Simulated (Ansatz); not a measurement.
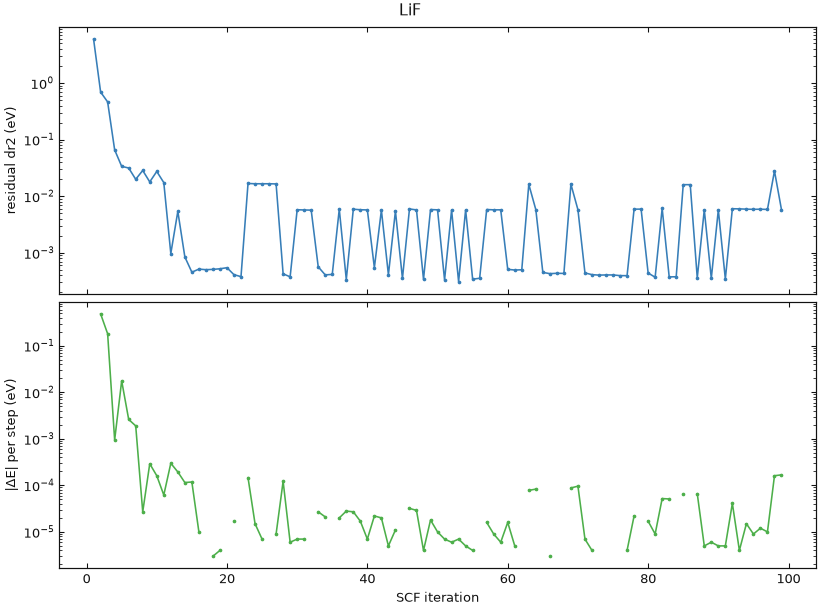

The plot shows the SCF iterations of a calculation: density residual dr2, step-to-step change of the Harris–Foulkes energy. Energy differences below 3 × 10⁻⁶ eV aren't drawn. The starting density is a sum of atomic densities corrected by a trained network.

LiF (4 atoms in the cell), run with Ansatz.

```
crystal:
  lattice:
    - [3.0810126371, 0.0, 0.0]
    - [-1.5405063186, 2.6682352131, 0.0]
    - [0.0, 0.0, 4.7853429675]
  atoms:
    - { symbol: Li, position: [0.3333333333, 0.6666666667, -0.00743053] }
    - { symbol: Li, position: [0.6666666667, 0.3333333333, 0.49256947] }
    - { symbol: F, position: [0.3333333333, 0.6666666667, 0.38243053] }
    - { symbol: F, position: [0.6666666667, 0.3333333333, 0.88243053] }
kpoints:
  mp_grid: { grid: [6, 6, 4] }
hamiltonian:
  xc: r2scan
scf:
  occupations: { method: fixed }
  n_extra_bands: 5
  max_iter: 99
output:
  forces: true
  stress: true
  eigenvalues: true
total_charge: 2
```

Command:
```bash
ansatz run input.yaml --threads 4 --pin off --max-ram 3686MiB --backend cpu --events-out ev --progress --plain --runs-dir out
```

Q: Was self-consistency reached?

A: It did not converge: it stopped after 99 iterations. The residual wanders between about 3 × 10⁻⁴ and 0.028 over the last 15 steps, with no lasting fall.

Q: Read the residual at the first and at the last step drawn.

A: It starts near 6 and ends near 6 × 10⁻³ eV.
